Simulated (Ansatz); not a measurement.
# BN (P6_3mc): refractive index against wavelength

The refractive index of BN (P6_3mc) along x below the direct gap (8.36 eV on the mesh) is read from one computed spectrum, n = √(Re ε). x, y and z are the Cartesian axes of the input cell.

The structure is hexagonal, space group P6_3mc (No. 186). The conventional cell has a = 2.536 Å, b = 2.536 Å, c = 4.199 Å, α = 90.00°, β = 90.00°, γ = 120.00°. Around N on site b lie 4 B at 1.56 to 1.57 Å. B on site b is surrounded by 4 N at 1.56 to 1.57 Å.

Method: Ansatz 0.2.0, PBE, independent particles, k-mesh 15×15×8 with interpolation inside its cells, Gaussian parameter 0.15 eV.

Launch of the response step: `ansatz run input.yaml --threads 4 --pin off --max-ram 8192MiB --backend cpu --events-out ev --progress --plain --runs-dir out`. The run took 8 s, on 4 threads of Arm Neoverse V2, on a shared host.

| wavelength (nm) | photon energy E (eV) | n |
| --- | --- | --- |
| 532 | 2.331 | 2.1863 |
| 450 | 2.755 | 2.1987 |
| 405 | 3.061 | 2.2091 |
| 365 | 3.397 | 2.2221 |
| 308 | 4.025 | 2.2515 |
| 266 | 4.661 | ? |
| 248 | 4.999 | 2.3124 |

In the single-oscillator model n² − 1 = E₀E_d/(E₀² − E²), so 1/(n² − 1) = E₀/E_d − E²/(E₀E_d) is linear in E².

Working, on the rows shown:

| x = E² (eV²) | y = 1/(n² − 1) |
| --- | --- |
| 5.43137 | 0.264557 |
| 7.59115 | 0.260805 |
| 9.37179 | 0.257724 |
| 11.5384 | 0.253954 |
| 16.2043 | 0.245745 |
| 24.9936 | 0.230033 |

Means: x̄ = 12.522, ȳ = 0.25214. Σ(x − x̄)(y − ȳ) = -0.4494, Σ(x − x̄)² = 254.6. Slope = -0.4494 / 254.6 = -0.001765; intercept = ȳ − slope · x̄ = 0.27424. Turned back into n, the line misses the rows shown by at most 0.0004.

Question: Predict the last column of the withheld row from the fit.

Answer: At x = 21.725 the line gives y = 0.23589, that is 2.2889. The run gave 2.2888, so the interpolation is off by 0.00014, 0.1 % of the range in the table.

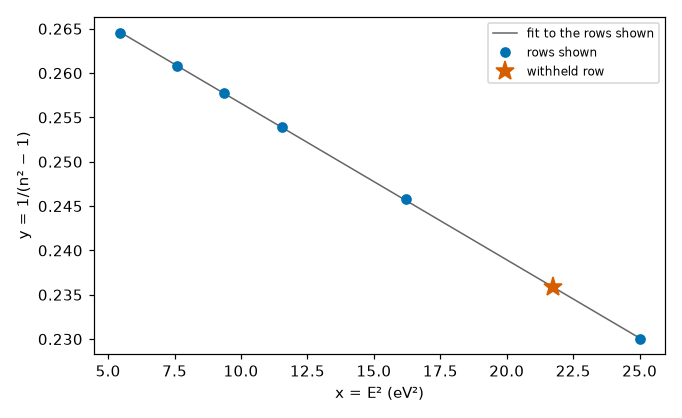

Refitted with all rows, the slope is -0.001764 and the intercept 0.27423. These give E₀ = √(intercept/−slope) = 12.47 eV and E_d = E₀/intercept = 45.5 eV; E₀ is 1.5 times the direct gap. The electronic limit at long wavelengths, without lattice vibrations, is n = √(1 + 1/intercept) = 2.156. The cell comes from an older database entry, whose edges can be off by a per cent or so. Excitons are left out and so are local fields; PBE gaps are as a rule too small.
